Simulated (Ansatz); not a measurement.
**Band-structure calculation, with input and output: CuI**

CuI (Cmcm, 4 atoms in the cell), computed with DFT, PBE with spin-orbit coupling, plane waves, PAW (Ansatz 0.2.0).

The structure derives from a Materials Project entry. The geometry comes from this level: r2scan-rvv10. Figures and captions count atoms from 1; the log counts them from 0 in places.

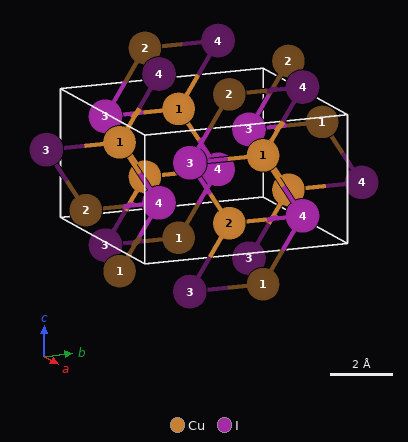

*The structure (ball-and-stick view of the cell 2 times as large as that of the calculation, set on its symmetry axes, seen slightly off an axis; neighbours outside the cell are drawn fainter; atoms are numbered from 1 in the order of the input).*

**Key numbers**

```csv
quantity,value
outcome,converged
space group (tolerance 0.01 Å),Cmcm (63)
electrons treated,72
free energy,−28283.2726 eV
Fermi energy,9.068 eV
gap on the k-point mesh,0.90 eV
net moment of the cell,0.00 μB
integrated absolute moment,0.00 μB
pressure,2.30 GPa
largest force (length of the vector),0.173 eV/Å
hardware,"2 threads of Arm Neoverse V2, 24 GiB of memory available, shared host"
wall time,55 s (CPU time 1.8 min)
peak memory,1.1 GiB
```

**Input file**
```yaml
crystal:
  lattice:
    - [3.5037460169, -3.5931533413, 0.0]
    - [3.5037460169, 3.5931533413, 0.0]
    - [0.0, 0.0, 4.3220096347]
  atoms:
    - { symbol: Cu, position: [0.4168025267, 0.5831974733, 0.75] }
    - { symbol: Cu, position: [0.5831974733, 0.4168025267, 0.25] }
    - { symbol: I, position: [0.7779467443, 0.2220532557, 0.75] }
    - { symbol: I, position: [0.2220532557, 0.7779467443, 0.25] }
kpoints:
  mp_grid: { grid: [6, 6, 6] }
  band_path:
    path:
      - [0.0, 0.0, 0.0]
      - [-0.5, 0.5, 0.0]
      - [-0.4877134416, 0.5122865584, 0.0]
      - [0.4877134416, 0.4877134416, 0.0]
      - [0.0, 0.0, 0.5]
      - [0.4877134416, 0.4877134416, 0.5]
      - [-0.4877134416, 0.5122865584, 0.5]
      - [-0.5, 0.5, 0.5]
      - [0.0, 0.5, 0.0]
    npoints: 1
hamiltonian:
  xc: pbe
scf:
  occupations: { method: fermi_dirac, width: 0.02 }
  n_extra_bands: 10
magnetization:
  noncollinear: true
  spin_orbit: true
output:
  forces: true
  stress: true
  eigenvalues: true
```

Launched with:
```bash
ansatz run input.yaml --threads 2 --pin off --max-ram 2211MiB --backend cpu --events-out ev --progress --plain --runs-dir out
```

**The program's output**
```
scf.n_extra_bands = 10 over 72 filled bands (N_el = 72.0): the run solves 82 bands
Engine: ansatz 0.2.0, aarch64-unknown-linux-gnu
Pseudopotentials: kind: paw_fr
Pseudopotential: Cu, paw_fr, valence charge 19, recommended cutoff 420 eV (normal), Cu.paw.azcp#standard-fr
Pseudopotential: I, paw_fr, valence charge 17, recommended cutoff 420 eV (normal), I.paw.azcp#standard-fr
Functional definition: PBE
  parameter kappa = 0.804
  parameter beta = 0.06672455060314922
  exchange = pbe_x(kappa = kappa, mu = beta*pi^2/3)
  correlation = pbe_c(beta = beta)
non-collinear run that drives no moment, with spin-orbit: no starting moment large enough to seed its density (crystal.atoms[].spin), no starting occupations that ask for one, no magnetisation constraint and no magnetic field, so the semilocal B_xc is pinned to zero
Crystal: 4 atoms, lattice volume = 108.824 Å³
Basis set: ecut = 420 eV, 2117 PW (Γ), exchange–correlation on 72×72×60 points (8 copies of the dense FFT grid, shifted against one another)
Bands: 82, of which v1, the nominal top of the filled ones, is band 72 counted from 1 (71 counted from 0)
Symmetry: 8 space group operations + 8 with time reversal
Magnetic group: BNS 63.458 (UNI 556), of the structure as read, at distance tolerance 4.8e-5 Å
k-points: 52 of 216
Projection manifold: j_resolved (fully-relativistic pseudo-atomic orbitals)
Non-local potential: Cu, projectors of the file, l = 0: 3, l = 1: 4, l = 2: 6, l = 3: 2
Non-local potential: I, projectors of the file, l = 0: 2, l = 1: 4, l = 2: 4, l = 3: 4
PAW form: soft (Blöchl's): semilocal exchange-correlation on the pseudo side does not see the compensation charge
PAW one-centre angular grid: Cu, 590 points (default); XC on 64 Gauss nodes
PAW one-centre angular grid: I, 590 points (default); XC on 96 Gauss nodes
Initial density: superposition of atomic densities (chi_scale 0.1, normalization cell, long waves kept (reshape's long-wave potential 0.02 eV rms))
Initial wavefunctions: pseudopotential atomic-orbital guess
Functional: x = pbe(κ = 0.804, μ = 0.2195149727645171), c = pbe(β = 0.06672455060314922)
SCF iter   1: F=—  HF=-28286.009189 eV  |F-HF|=—  |Δ(HF+E_count)|=         —  Δρ=7.73e-2  dr2=1.04e1  dr2_m=0.00e0 (ungated)  ethr=3.10e-3  |M|=0.00e0 ∫|m|=0.00e0 μB  |m|>n=0.0e0 m-floor=0.0e0 τ_xc=0.0e0  β_m=0.30  ⟨swp⟩=10.5  Hψ=11722  notcnv=0
preconditioner: auto → Resta (q_TF=auto, 2.547 Å⁻¹)  ε∞=6.5  [insulator: Δε(μ)=1.163 eV  Ē_g=9.087 eV  σ=0.020 eV  W_gap=1.00  n_scr=30 (ndim 8)  ℏωp=21.4 eV  f_vac=0.106  D(μ)=0.00/eV (n_scr^D=0)  ε∞_Penn≈6.5]
spin=Noncollinear: Resta preconditioning applied to the charge; magnetization (m_x, m_y, m_z) channels mix plain (no charge-response kernel on spin).
SCF iter   2: F=—  HF=-28284.082425 eV  |F-HF|=—  |Δ(HF+E_count)|=    1.93e0  Δρ=2.86e-2  dr2=2.84e0  dr2_m=0.00e0 (ungated)  ethr=3.10e-3  |M|=0.00e0 ∫|m|=0.00e0 μB  |m|>n=0.0e0 m-floor=0.0e0 τ_xc=0.0e0  β_m=0.36  ⟨swp⟩=3.1  Hψ=3662  notcnv=0  defer=180
SCF iter   3: F=—  HF=-28283.445105 eV  |F-HF|=—  |Δ(HF+E_count)|=   6.37e-1  Δρ=1.62e-2  dr2=9.48e-1  dr2_m=0.00e0 (ungated)  ethr=3.10e-3  |M|=0.00e0 ∫|m|=0.00e0 μB  |m|>n=0.0e0 m-floor=0.0e0 τ_xc=0.0e0  β_m=0.44  ⟨swp⟩=3.8  Hψ=3566  notcnv=0  defer=176
SCF iter   4: F=—  HF=-28283.262190 eV  |F-HF|=—  |Δ(HF+E_count)|=   1.83e-1  Δρ=1.27e-2  dr2=9.82e-2  dr2_m=0.00e0 (ungated)  ethr=1.32e-3  |M|=0.00e0 ∫|m|=0.00e0 μB  |m|>n=0.0e0 m-floor=0.0e0 τ_xc=0.0e0  β_m=0.72  ⟨swp⟩=3.1  Hψ=3229  notcnv=0  defer=176
SCF iter   5: F=—  HF=-28283.277025 eV  |F-HF|=—  |Δ(HF+E_count)|=   1.48e-2  Δρ=8.80e-3  dr2=5.55e-2  dr2_m=0.00e0 (ungated)  ethr=1.36e-4  |M|=0.00e0 ∫|m|=0.00e0 μB  |m|>n=0.0e0 m-floor=0.0e0 τ_xc=0.0e0  β_m=0.65  ⟨swp⟩=2.7  Hψ=3525  notcnv=0  defer=174
SCF iter   6: F=—  HF=-28283.272926 eV  |F-HF|=—  |Δ(HF+E_count)|=   4.10e-3  Δρ=3.68e-3  dr2=1.07e-2  dr2_m=0.00e0 (ungated)  ethr=7.71e-5  |M|=0.00e0 ∫|m|=0.00e0 μB  |m|>n=0.0e0 m-floor=0.0e0 τ_xc=0.0e0  β_m=0.82  ⟨swp⟩=2.0  Hψ=2718  notcnv=0  defer=174
SCF iter   7: F=—  HF=-28283.272473 eV  |F-HF|=—  |Δ(HF+E_count)|=   4.53e-4  Δρ=2.40e-4  dr2=1.10e-4  dr2_m=0.00e0 (ungated)  ethr=1.48e-5  |M|=0.00e0 ∫|m|=0.00e0 μB  |m|>n=0.0e0 m-floor=0.0e0 τ_xc=0.0e0  β_m=0.88  ⟨swp⟩=2.0  Hψ=2942  notcnv=0  defer=174
SCF iter   8: F=—  HF=-28283.272554 eV  |F-HF|=—  |Δ(HF+E_count)|=   8.09e-5  Δρ=6.15e-5  dr2=6.74e-6  dr2_m=0.00e0 (ungated)  ethr=1.52e-7  |M|=0.00e0 ∫|m|=0.00e0 μB  |m|>n=0.0e0 m-floor=0.0e0 τ_xc=0.0e0  β_m=0.94  ⟨swp⟩=2.1  Hψ=3081  notcnv=0  defer=174
SCF iter   9: F=—  HF=-28283.272572 eV  |F-HF|=—  |Δ(HF+E_count)|=   1.76e-5  Δρ=2.65e-5  dr2=6.89e-7  dr2_m=0.00e0 (ungated)  ethr=9.36e-9  |M|=0.00e0 ∫|m|=0.00e0 μB  |m|>n=0.0e0 m-floor=0.0e0 τ_xc=0.0e0  β_m=0.90  ⟨swp⟩=2.0  Hψ=3502  notcnv=0  defer=174
SCF iter  10: F=-28283.272572 eV  HF=-28283.272572 eV  |F-HF|=1.25e-7  |Δ(HF+E_count)|=   6.97e-7  Δρ=7.36e-6  dr2=7.51e-8  dr2_m=0.00e0 (ungated)  ethr=1.39e-10  |M|=0.00e0 ∫|m|=0.00e0 μB  |m|>n=0.0e0 m-floor=0.0e0 τ_xc=0.0e0  ⟨swp⟩=14.4  Hψ=10781  notcnv=0
SCF 1 converged in 10 iterations: F = -28283.272572 eV  dr2 = 7.51e-8
  greatest PAW one-centre occupation: 1.000 electrons in one spin orbital (limit 2), on the Cu atom at site 1 (counted from 0), in its partial waves of l = 0
```

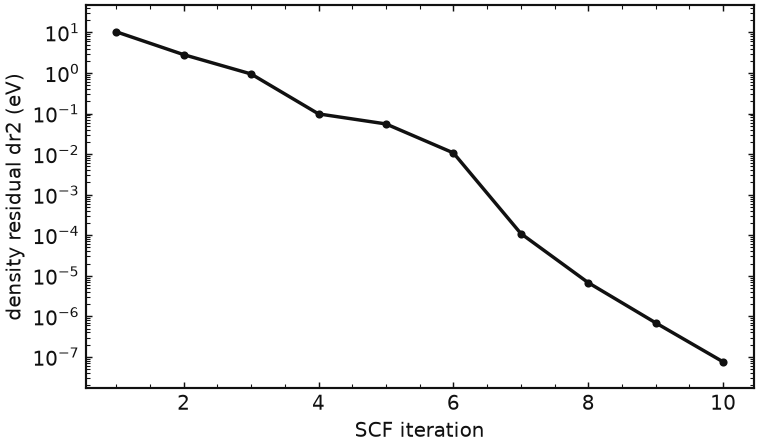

*Convergence of the self-consistent field: density residual dr2 against the SCF iteration.*

The residual falls at every step.

```
NSCF: frozen V_eff on 9 k-points
SCF converged after 10 iterations
Magnetization: |M| = 0.0000 μB,  M = (+0.0000, +0.0000, +0.0000) μB
Absolute magnetization: 0.0000 μB (∫|m|)
  site 0: m = (+0.0000, +0.0000, +0.0000) μB, |m| = 0.0000 μB  (R = 1.02 Å)
  site 1: m = (+0.0000, +0.0000, +0.0000) μB, |m| = 0.0000 μB  (R = 1.02 Å)
  site 2: m = (+0.0000, +0.0000, +0.0000) μB, |m| = 0.0000 μB  (R = 1.06 Å)
  site 3: m = (+0.0000, +0.0000, +0.0000) μB, |m| = 0.0000 μB  (R = 1.06 Å)
Free energy (F): -28283.272572 eV
Harris-Foulkes:  -28283.272572 eV  (|F-HF|=1.25e-7)
Internal energy: -28283.272572 eV  (E = F + TS)
E sigma→0 (E₀):  -28283.272572 eV
Fermi energy:    9.068318 eV
--- Per-component energies (eV) ---
  E_band       = -1725.024124
  E_kinetic    = 980.271235
  E_local      = -15954.871923  (includes V_loc(G=0)·N_el)
  E_nonlocal   = 621.401795
  E_hartree    = 7443.252589
  E_xc         = -432.098030
  E_vxc        = -484.000054  (∫ρ·V_xc dr)
  E_paw        = -12985.687508  (= ΣΔE_a)
  E_vpaw       = -1774.321135  (= ΣTr[D̂ρ^β])
  E_aug_tail   = 0.000544  (compensation charges beyond the density's cutoff)
  E_ewald      = -7955.541275
  E_smearing   = -0.000000  (= −TS)
  E_closure    = 0.000000  (closes the sum)
  Σ components = -28283.272572   (vs F -28283.272572, Δ=0.00e0)
--- Forces (eV/Å), atoms counted from 1 ---
  atom   1  Cu     0.00000000     0.06875310     0.00000000
  atom   2  Cu     0.00000000    -0.06875310    -0.00000000
  atom   3  I      0.00000000    -0.17331270    -0.00000000
  atom   4  I      0.00000000     0.17331270     0.00000000
  max |Σ_I F_I| component: 0.00e0 eV/Å
--- Stress (GPa, compression-positive) ---
        1.728217       0.000000      -0.000000
        0.000000       2.625875       0.000000
       -0.000000       0.000000       2.549519
  P = ⅓ Tr σ = 2.3012 GPa (23.012 kbar)
--- Band table (eV; the first three rows and the last of 52) ---
  k-point 0: bands = ["-103.5071", "-103.5071", "-103.4993", "-103.4993", "-62.6774", "-62.6774", "-62.6547", "-62.6547", "-60.1488", "-60.1488", "-60.1071", "-60.1071", "-60.0263", "-60.0263", "-60.0197", "-60.0197", "-38.1587", "-38.1587", "-38.1583", "-38.1583", "-38.0619", "-38.0619", "-38.0614", "-38.0614", "-36.4662", "-36.4662", "-36.4655", "-36.4655", "-36.3873", "-36.3873", "-36.3871", "-36.3871", "-36.3393", "-36.3393", "-36.3386", "-36.3386", "-5.5291", "-5.5291", "-4.5429", "-4.5429", "2.8309", "2.8309", "4.1759", "4.1759", "4.1861", "4.1861", "4.5410", "4.5410", "4.5773", "4.5773", "5.8159", "5.8159", "5.8569", "5.8569", "6.1425", "6.1425", "6.2492", "6.2492", "6.3365", "6.3365", "6.6787", "6.6787", "6.7008", "6.7008", "6.7430", "6.7430", "7.0520", "7.0520", "7.6296", "7.6296", "8.6187", "8.6187", "9.5177", "9.5177", "10.1113", "10.1113", "10.7433", "10.7433", "13.2001", "13.2001", "13.5945", "13.5945"]
  k-point 1: bands = ["-103.5066", "-103.5066", "-103.4999", "-103.4999", "-62.6759", "-62.6759", "-62.6563", "-62.6563", "-60.1461", "-60.1461", "-60.1101", "-60.1101", "-60.0256", "-60.0256", "-60.0199", "-60.0199", "-38.1586", "-38.1586", "-38.1583", "-38.1583", "-38.0618", "-38.0618", "-38.0614", "-38.0614", "-36.4661", "-36.4661", "-36.4656", "-36.4656", "-36.3873", "-36.3873", "-36.3871", "-36.3871", "-36.3392", "-36.3392", "-36.3386", "-36.3386", "-5.4269", "-5.4269", "-4.5578", "-4.5578", "2.9543", "2.9543", "3.9559", "3.9559", "4.1348", "4.1348", "4.4164", "4.4164", "4.5193", "4.5193", "5.6068", "5.6068", "5.8750", "5.8750", "5.9766", "5.9766", "6.2882", "6.2882", "6.2937", "6.2937", "6.5291", "6.5291", "6.6897", "6.6897", "6.9591", "6.9591", "7.0277", "7.0277", "7.5544", "7.5544", "7.9067", "7.9067", "10.2409", "10.2409", "10.3705", "10.3705", "11.5073", "11.5073", "13.5390", "13.5390", "13.8781", "13.8781"]
  k-point 2: bands = ["-103.5052", "-103.5052", "-103.5013", "-103.5013", "-62.6717", "-62.6717", "-62.6604", "-62.6604", "-60.1389", "-60.1389", "-60.1182", "-60.1182", "-60.0240", "-60.0240", "-60.0207", "-60.0207", "-38.1586", "-38.1586", "-38.1584", "-38.1584", "-38.0617", "-38.0617", "-38.0615", "-38.0615", "-36.4660", "-36.4660", "-36.4657", "-36.4657", "-36.3873", "-36.3873", "-36.3872", "-36.3872", "-36.3390", "-36.3390", "-36.3387", "-36.3387", "-5.1629", "-5.1629", "-4.6422", "-4.6422", "3.0810", "3.0810", "3.3471", "3.3471", "3.9583", "3.9583", "4.4323", "4.4323", "4.7104", "4.7104", "5.4511", "5.4511", "5.6505", "5.6505", "6.0697", "6.0697", "6.1932", "6.1932", "6.3951", "6.3951", "6.5542", "6.5542", "6.6405", "6.6405", "6.8389", "6.8389", "6.9371", "6.9371", "7.0519", "7.0519", "7.2283", "7.2283", "11.1500", "11.1500", "11.3110", "11.3110", "12.3954", "12.3954", "13.9951", "13.9951", "14.4154", "14.4154"]
  k-point 51: bands = ["-103.5032", "-103.5032", "-103.5032", "-103.5032", "-62.6661", "-62.6661", "-62.6661", "-62.6661", "-60.1287", "-60.1287", "-60.1287", "-60.1287", "-60.0222", "-60.0222", "-60.0222", "-60.0222", "-38.1585", "-38.1585", "-38.1585", "-38.1585", "-38.0616", "-38.0616", "-38.0616", "-38.0616", "-36.4658", "-36.4658", "-36.4658", "-36.4658", "-36.3872", "-36.3872", "-36.3872", "-36.3872", "-36.3388", "-36.3388", "-36.3388", "-36.3388", "-4.7615", "-4.7615", "-4.7615", "-4.7615", "2.9919", "2.9919", "2.9919", "2.9919", "3.9120", "3.9120", "3.9120", "3.9120", "4.7546", "4.7546", "4.7546", "4.7546", "5.6269", "5.6269", "5.6269", "5.6269", "6.2377", "6.2377", "6.2377", "6.2377", "6.5065", "6.5065", "6.5065", "6.5065", "6.6856", "6.6856", "6.6856", "6.6856", "6.9187", "6.9187", "6.9187", "6.9187", "12.6097", "12.6097", "12.6097", "12.6097", "13.5916", "13.5916", "13.5916", "13.5916", "15.5826", "15.5826"]
```

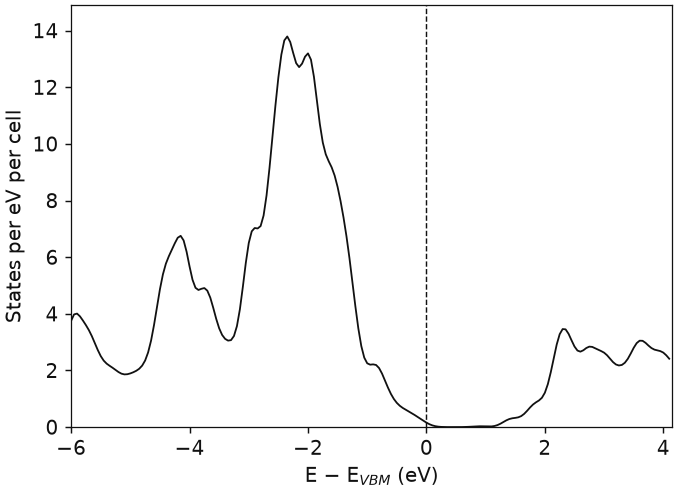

*Density of states (the curve is built from the levels of the k mesh with Gaussians 0.3 eV wide, which also blur the band edges), with energies from the valence-band top.*

There is a gap of 0.90 eV on the k-point mesh. Small ripples come from the finite k-point mesh.

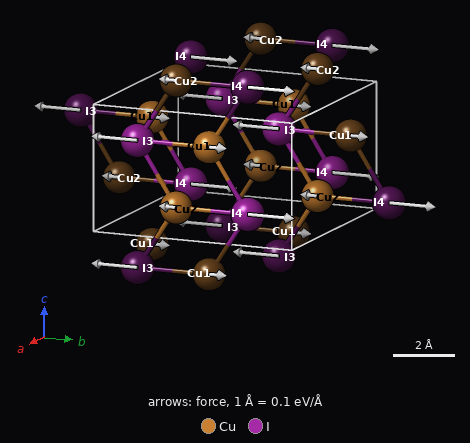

*Forces on the atoms as white arrows (ball-and-stick view of the cell 2 times as large as that of the calculation, set on its symmetry axes, seen slightly off an axis; neighbours outside the cell are drawn fainter; atoms are numbered from 1 in the order of the input).*

The largest act on I3, I4 (0.17 eV/Å); Cu1, Cu2 (0.07 eV/Å). The geometry is not a stationary point of this energy.
